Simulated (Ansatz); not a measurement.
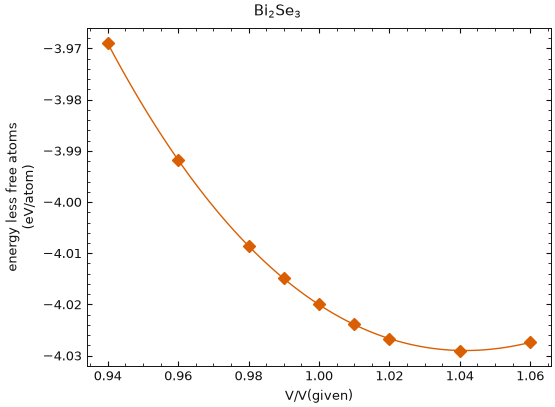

Plotted: energy less free atoms against V/V(given) for Bi₂Se₃, space group R-3m (No. 166).

Cell as given: a = 9.840 Å, b = 9.840 Å, c = 9.840 Å, α = 24.30°, β = 24.30°, γ = 24.30°; 5 atoms.

How it was computed, with Ansatz 0.2.0: periodic Kohn-Sham DFT of a crystal at fixed atoms, scaled to the stated factor times the given cell, energy less spherical unpolarised free atoms. Level: PBE, no spin-orbit coupling.

method all-electron LAPW; relativity scalar; k mesh 6×6×6; occupations Fermi–Dirac; smearing width 0.03 eV; basis error target 0.5 (meV/atom); nucleus Gaussian.

V(given) is 28.38 Å³/atom.

Give the values behind the plot as a table.

```tsv
V/V(given)	energy less free atoms (eV/atom)
0.94	-3.9690
0.96	-3.9918
0.98	-4.0086
0.99	-4.0149
1.00	-4.0200
1.01	-4.0239
1.02	-4.0267
1.04	-4.0290
1.06	-4.0274
```

Note: no spin-orbit coupling on heavy atoms; small gap, it may come from the mesh; shape and atomic fractions are frozen while scaling, which makes layered, chain and framework solids too stiff.
